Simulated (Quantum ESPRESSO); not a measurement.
**Run report: TiH2, relaxation of cell and atoms (part 3 of 3)**

TiH2 (I4/mmm, 3 atoms in the cell); Kohn-Sham DFT of a periodic cell, PBEsol, GBRV 1.5 PBEsol, no spin polarisation (Quantum ESPRESSO 7.5); cutoff 612.26 eV, 14×14×10 k-mesh, methfessel-paxton of 0.1 eV. The structure derives from an entry of the Crystallography Open Database.

Geometry of the input (Å; fractional positions):
```
-1.5965  1.5965  2.1335
1.5965  -1.5965  2.1335
1.5965  1.5965  -2.1335
Ti 0.0000  0.0000  0.0000
H  0.7500  0.2500  0.5000
H  0.2500  0.7500  0.5000
```

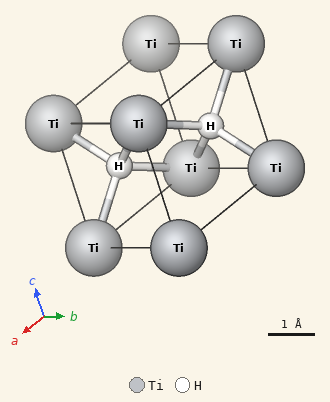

*The structure as given in the input (ball-and-stick view of the cell of the calculation, seen at an oblique angle). An atom can appear more than once, as a periodic image.*

### Output, continued
```
     Energy error            =      2.7E-05 Ry
     Gradient error          =      1.9E-31 Ry/Bohr
     Cell gradient error     =      1.6E+00 kbar

     number of scf cycles    =   7
     number of bfgs steps    =   6

     enthalpy           old  =    -121.5721276672 Ry
     enthalpy           new  =    -121.5721544565 Ry

     CASE: enthalpy          _new < enthalpy          _old

     new trust radius        =       0.0050963846 bohr
     new conv_thr            =            6.0E-12 Ry

     new unit-cell volume =    140.78083 a.u.^3 (    20.86157 Ang^3 )
     density =      3.97059 g/cm^3

CELL_PARAMETERS (angstrom)
  -1.589180551   1.589180551   2.065096974
   1.589180551  -1.589180551   2.065096974
   1.589180551   1.589180551  -2.065096974

ATOMIC_POSITIONS (crystal)
Ti              -0.0000000000       -0.0000000000       -0.0000000000
H                0.7500000000        0.2500000000        0.5000000000
H                0.2500000000        0.7500000000        0.5000000000

     NEW-OLD atomic charge density approx. for the potential
     New effective cutoffs (rho, wfc):  382.04   48.00

     Check: negative core charge=   -0.000013

     negative rho (up, down):  4.875E-04 0.000E+00

     Self-consistent Calculation

     iteration #  1     ecut=    45.00 Ry     beta= 0.50
     Davidson diagonalization with overlap
     ethr =  1.00E-06,  avg # of iterations =  3.0

     Threshold (ethr) on eigenvalues was too large:
     Diagonalizing with lowered threshold

     Davidson diagonalization with overlap
     ethr =  3.80E-09,  avg # of iterations =  2.2

     negative rho (up, down):  4.875E-04 0.000E+00

     total energy              =    -121.57215688 Ry
     estimated scf accuracy    <       0.00000055 Ry

     iteration #  2     ecut=    45.00 Ry     beta= 0.50
     Davidson diagonalization with overlap
     ethr =  3.95E-09,  avg # of iterations =  1.0

     negative rho (up, down):  4.875E-04 0.000E+00

     total energy              =    -121.57215690 Ry
     estimated scf accuracy    <       0.00000011 Ry

     iteration #  3     ecut=    45.00 Ry     beta= 0.50
     Davidson diagonalization with overlap
     ethr =  8.21E-10,  avg # of iterations =  1.0

     negative rho (up, down):  4.875E-04 0.000E+00

     total energy              =    -121.57215690 Ry
     estimated scf accuracy    <          9.4E-09 Ry

     iteration #  4     ecut=    45.00 Ry     beta= 0.50
     Davidson diagonalization with overlap
     ethr =  6.68E-11,  avg # of iterations =  1.5

     negative rho (up, down):  4.875E-04 0.000E+00

     total energy              =    -121.57215690 Ry
     estimated scf accuracy    <          4.2E-10 Ry

     iteration #  5     ecut=    45.00 Ry     beta= 0.50
     Davidson diagonalization with overlap
     ethr =  3.03E-12,  avg # of iterations =  1.1

     negative rho (up, down):  4.875E-04 0.000E+00

     End of self-consistent calculation

     Number of k-points >= 100: set verbosity='high' to print the bands.

     the Fermi energy is    12.4195 ev

!    total energy              =    -121.57215690 Ry
     estimated scf accuracy    <          4.0E-12 Ry
     smearing contrib. (-TS)   =       0.00003241 Ry
     internal energy E=F+TS    =    -121.57218932 Ry

     The total energy is F=E-TS. E is the sum of the following terms:
     one-electron contribution =     -41.54048275 Ry
     hartree contribution      =      25.40069788 Ry
     xc contribution           =     -19.41865575 Ry
     ewald contribution        =     -86.01374870 Ry

     convergence has been achieved in   5 iterations

     negative rho (up, down):  4.875E-04 0.000E+00

     Forces acting on atoms (cartesian axes, Ry/au):

     atom    1 type  1   force =    -0.00000000   -0.00000000   -0.00000000
     atom    2 type  2   force =     0.00000000   -0.00000000   -0.00000000
     atom    3 type  2   force =     0.00000000    0.00000000    0.00000000

     Total force =     0.000000     Total SCF correction =     0.000000

     Computing stress (Cartesian axis) and pressure

     negative rho (up, down):  4.875E-04 0.000E+00
          total   stress  (Ry/bohr**3)                   (kbar)     P=        0.06
  -0.00000005   0.00000000   0.00000000           -0.01        0.00        0.00
   0.00000000  -0.00000005   0.00000000            0.00       -0.01        0.00
   0.00000000   0.00000000   0.00000124            0.00        0.00        0.18

     Energy error            =      2.4E-06 Ry
     Gradient error          =      1.9E-31 Ry/Bohr
     Cell gradient error     =      1.8E-01 kbar

     bfgs converged in   8 scf cycles and   7 bfgs steps
     (criteria: energy <  1.0E-05 Ry, force <  4.0E-04 Ry/Bohr, cell <  3.0E-01 kbar)

     End of BFGS Geometry Optimization

     Final enthalpy           =    -121.5721569033 Ry

     File ./tmp/pwscf.bfgs deleted, as requested
Begin final coordinates
     new unit-cell volume =    140.78083 a.u.^3 (    20.86157 Ang^3 )
     density =      3.97059 g/cm^3

CELL_PARAMETERS (angstrom)
  -1.589180551   1.589180551   2.065096974
   1.589180551  -1.589180551   2.065096974
   1.589180551   1.589180551  -2.065096974

ATOMIC_POSITIONS (crystal)
Ti              -0.0000000000       -0.0000000000       -0.0000000000
H                0.7500000000        0.2500000000        0.5000000000
H                0.2500000000        0.7500000000        0.5000000000
End final coordinates

     Final scf calculation at the relaxed structure.
     The G-vectors are recalculated for the final unit cell
     Results may differ from those at the preceding step.

     G-vector sticks info
     --------------------
     sticks:   dense  smooth     PW     G-vecs:    dense   smooth      PW
     Sum         959     479    185                16251     5709    1399

     Using Slab Decomposition

     bravais-lattice index     =            0
     lattice parameter (alat)  =       5.8702  a.u.
     unit-cell volume          =     140.7808 (a.u.)^3
     number of atoms/cell      =            3
     number of atomic types    =            2
     number of electrons       =        14.00
     number of Kohn-Sham states=           13
     kinetic-energy cutoff     =      45.0000  Ry
     charge density cutoff     =     360.0000  Ry
     scf convergence threshold =      6.0E-12
     mixing beta               =       0.5000
     number of iterations used =            8  plain     mixing
     press convergence thresh. =      3.0E-01
     Exchange-correlation= SLA  PW   PSX  PSC
                           (   1   4  10   8   0   0   0)

     celldm(1)=   5.870162  celldm(2)=   0.000000  celldm(3)=   0.000000
     celldm(4)=   0.000000  celldm(5)=   0.000000  celldm(6)=   0.000000

     crystal axes: (cart. coord. in units of alat)
               a(1) = (  -0.511590   0.511590   0.664797 )
               a(2) = (   0.511590  -0.511590   0.664797 )
               a(3) = (   0.511590   0.511590  -0.664797 )

     reciprocal axes: (cart. coord. in units 2 pi/alat)
               b(1) = (  0.000000  0.977345  0.752109 )
               b(2) = (  0.977345  0.000000  0.752109 )
               b(3) = (  0.977345  0.977345  0.000000 )

     PseudoPot. # 1 for Ti read from file:
     ti_pbesol_v1.4.uspp.F.UPF
     Pseudo is Ultrasoft + core correction, Zval = 12.0
     Generated by new atomic code, or converted to UPF format
     Using radial grid of  851 points,  6 beta functions with:
                l(1) =   0
                l(2) =   0
                l(3) =   1
                l(4) =   1
                l(5) =   2
                l(6) =   2
     Q(r) pseudized with  6 coefficients,  rinner =    1.000   1.000   1.000
                                                       1.000   1.000

     PseudoPot. # 2 for H  read from file:
     h_pbesol_v1.4.uspp.F.UPF
     Pseudo is Ultrasoft, Zval =  1.0
     Generated by new atomic code, or converted to UPF format
     Using radial grid of  615 points,  2 beta functions with:
                l(1) =   0
                l(2) =   0
     Q(r) pseudized with  8 coefficients,  rinner =    0.700

     atomic species   valence    mass     pseudopotential
     Ti               12.00    47.86700     Ti( 1.00)
     H                 1.00     1.00800     H ( 1.00)

     16 Sym. Ops., with inversion, found

   Cartesian axes

     site n.     atom                  positions (alat units)
         1        Ti     tau(   1) = (  -0.0000000  -0.0000000  -0.0000000  )
         2        H      tau(   2) = (   0.0000000   0.5115900   0.3323986  )
         3        H      tau(   3) = (   0.5115900   0.0000000   0.3323986  )

     number of k points=   509  Methfessel-Paxton smearing, width (Ry)=  0.0073

     Number of k-points >= 100: set verbosity='high' to print them.

     Dense  grid:    16251 G-vectors     FFT dimensions: (  36,  36,  36)

     Smooth grid:     5709 G-vectors     FFT dimensions: (  25,  25,  25)

     Check: negative core charge=   -0.000015

     Initial potential from superposition of free atoms

     starting charge      12.9999, renormalised to      14.0000

     negative rho (up, down):  6.610E-04 0.000E+00
     Starting wfcs are   12 randomized atomic wfcs +    1 random wfcs

     Self-consistent Calculation

     iteration #  1     ecut=    45.00 Ry     beta= 0.50
     Davidson diagonalization with overlap
     c_bands:  1 eigenvalues not converged
     c_bands:  1 eigenvalues not converged
     c_bands:  1 eigenvalues not converged
     c_bands:  1 eigenvalues not converged
     c_bands:  1 eigenvalues not converged
     c_bands:  1 eigenvalues not converged
     c_bands:  1 eigenvalues not converged
     ethr =  1.00E-06,  avg # of iterations = 12.0

     negative rho (up, down):  6.802E-04 0.000E+00

     total energy              =    -121.37375813 Ry
     estimated scf accuracy    <       0.67715523 Ry

     iteration #  2     ecut=    45.00 Ry     beta= 0.50
     Davidson diagonalization with overlap
     ethr =  4.84E-03,  avg # of iterations =  2.1

     negative rho (up, down):  5.779E-04 0.000E+00

     total energy              =    -121.56156205 Ry
     estimated scf accuracy    <       0.05006011 Ry

     iteration #  3     ecut=    45.00 Ry     beta= 0.50
     Davidson diagonalization with overlap
     ethr =  3.58E-04,  avg # of iterations =  1.5

     negative rho (up, down):  5.006E-04 0.000E+00

     total energy              =    -121.57201385 Ry
     estimated scf accuracy    <       0.00087382 Ry

     iteration #  4     ecut=    45.00 Ry     beta= 0.50
     Davidson diagonalization with overlap
     ethr =  6.24E-06,  avg # of iterations =  3.5

     negative rho (up, down):  4.943E-04 0.000E+00

     total energy              =    -121.57213805 Ry
     estimated scf accuracy    <       0.00003963 Ry

     iteration #  5     ecut=    45.00 Ry     beta= 0.50
     Davidson diagonalization with overlap
     ethr =  2.83E-07,  avg # of iterations =  2.1

     negative rho (up, down):  4.886E-04 0.000E+00

     total energy              =    -121.57214910 Ry
     estimated scf accuracy    <       0.00000300 Ry

     iteration #  6     ecut=    45.00 Ry     beta= 0.50
     Davidson diagonalization with overlap
     ethr =  2.15E-08,  avg # of iterations =  2.0

     negative rho (up, down):  4.885E-04 0.000E+00

     total energy              =    -121.57214979 Ry
     estimated scf accuracy    <       0.00000032 Ry

     iteration #  7     ecut=    45.00 Ry     beta= 0.50
     Davidson diagonalization with overlap
     ethr =  2.27E-09,  avg # of iterations =  1.9

     negative rho (up, down):  4.885E-04 0.000E+00

     total energy              =    -121.57214988 Ry
     estimated scf accuracy    <          3.8E-09 Ry

     iteration #  8     ecut=    45.00 Ry     beta= 0.50
     Davidson diagonalization with overlap
     ethr =  2.72E-11,  avg # of iterations =  1.9

     negative rho (up, down):  4.885E-04 0.000E+00

     total energy              =    -121.57214988 Ry
     estimated scf accuracy    <          7.5E-10 Ry

     iteration #  9     ecut=    45.00 Ry     beta= 0.50
     Davidson diagonalization with overlap
     ethr =  5.37E-12,  avg # of iterations =  2.0

     negative rho (up, down):  4.885E-04 0.000E+00

     total energy              =    -121.57214988 Ry
     estimated scf accuracy    <          1.7E-11 Ry

     iteration # 10     ecut=    45.00 Ry     beta= 0.50
     Davidson diagonalization with overlap
     ethr =  1.23E-13,  avg # of iterations =  2.0

     negative rho (up, down):  4.885E-04 0.000E+00

     End of self-consistent calculation

     Number of k-points >= 100: set verbosity='high' to print the bands.

     the Fermi energy is    12.4196 ev

!    total energy              =    -121.57214988 Ry
     estimated scf accuracy    <          4.1E-14 Ry
     smearing contrib. (-TS)   =       0.00003241 Ry
     internal energy E=F+TS    =    -121.57218229 Ry

     The total energy is F=E-TS. E is the sum of the following terms:
     one-electron contribution =     -41.54050513 Ry
     hartree contribution      =      25.40072519 Ry
     xc contribution           =     -19.41865366 Ry
     ewald contribution        =     -86.01374870 Ry

     convergence has been achieved in  10 iterations

     negative rho (up, down):  4.885E-04 0.000E+00

     Forces acting on atoms (cartesian axes, Ry/au):

     atom    1 type  1   force =    -0.00000000    0.00000000    0.00000000
     atom    2 type  2   force =    -0.00000000   -0.00000000   -0.00000000
     atom    3 type  2   force =     0.00000000   -0.00000000    0.00000000

     Total force =     0.000000     Total SCF correction =     0.000000

     Computing stress (Cartesian axis) and pressure

     negative rho (up, down):  4.885E-04 0.000E+00
          total   stress  (Ry/bohr**3)                   (kbar)     P=        0.06
  -0.00000000  -0.00000000   0.00000000           -0.00       -0.00        0.00
  -0.00000000  -0.00000000   0.00000000           -0.00       -0.00        0.00
   0.00000000   0.00000000   0.00000122            0.00        0.00        0.18

=------------------------------------------------------------------------------=
   JOB DONE.
=------------------------------------------------------------------------------=
```

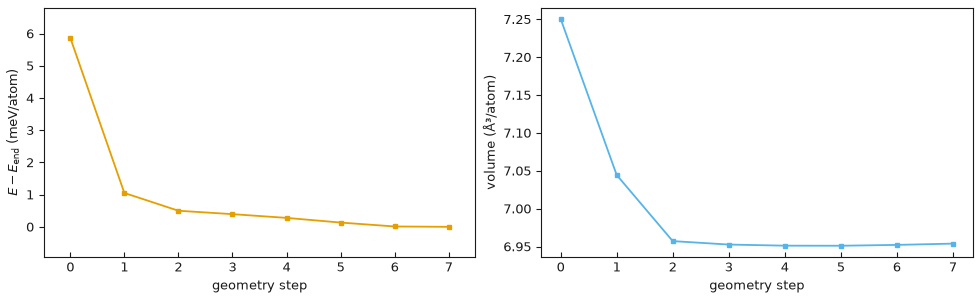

*Progress of the relaxation, step by step (steps are counted from 0).*

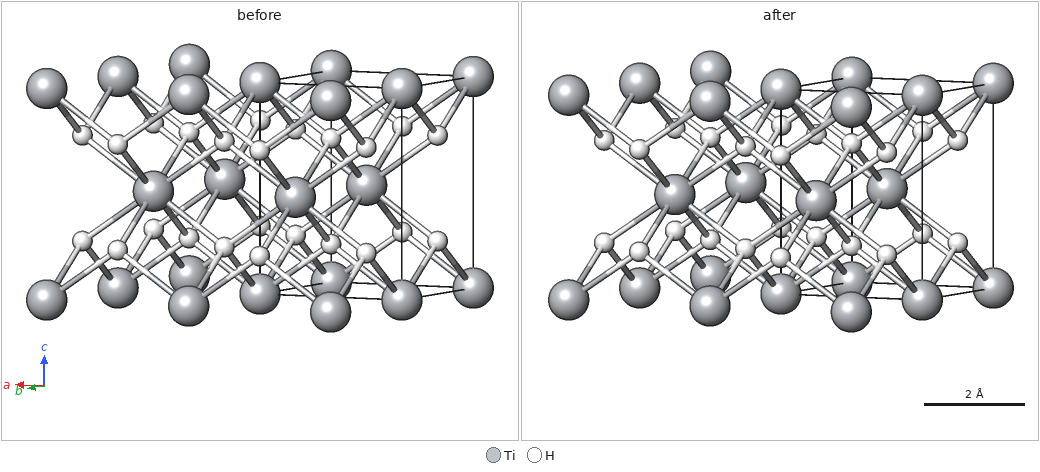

*Before (left) and after (right) the relaxation, at one scale (ball-and-stick view of the cell 2 times as large as that of the calculation, set on its symmetry axes, repeated 2 × 2 × 1, seen at an oblique angle).*

No atom moves by more than 0.005 Å relative to the cell. The drawn cell changes as follows: a = b 3.193 → 3.178 Å (−0.5 %), c 4.267 → 4.130 Å (−3.2 %); the volume changes by −4.1 %. Among the contacts that change: Ti1–H2 1.920 → 1.895 Å. The space group stays I4/mmm (No. 139). The energy falls by 5.9 meV per atom in 7 geometry steps. All forces vanish by symmetry, so only the cell relaxes. (Atoms are counted from 1 in the order of the input.)

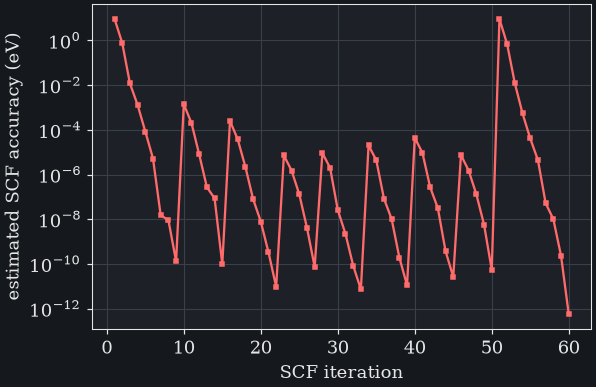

*Convergence of the self-consistent field: estimated SCF accuracy against the iteration.*

The field takes 60 iterations in all.

### Key numbers

- outcome: converged
- space group (tolerance 0.01 Å): I4/mmm (139)
- electrons treated: 14
- free energy: −1654.0734 eV
- Fermi energy: 12.420 eV
- gap on the k-point mesh: none (metallic)
- pressure: 0.01 GPa
- final volume: 20.86 Å³
- largest force (length of the vector) at the end: under 0.001 eV/Å
- final cell: a = 3.052 Å, b = 3.052 Å, c = 3.052 Å, α = 117.24°, β = 117.24°, γ = 94.84°
- hardware: 1 thread of Intel Xeon (Granite Rapids), 128 GiB of memory available, shared host
- wall time: 4 min
- peak memory: 0.21 GiB

Notes on the run: negative rho.
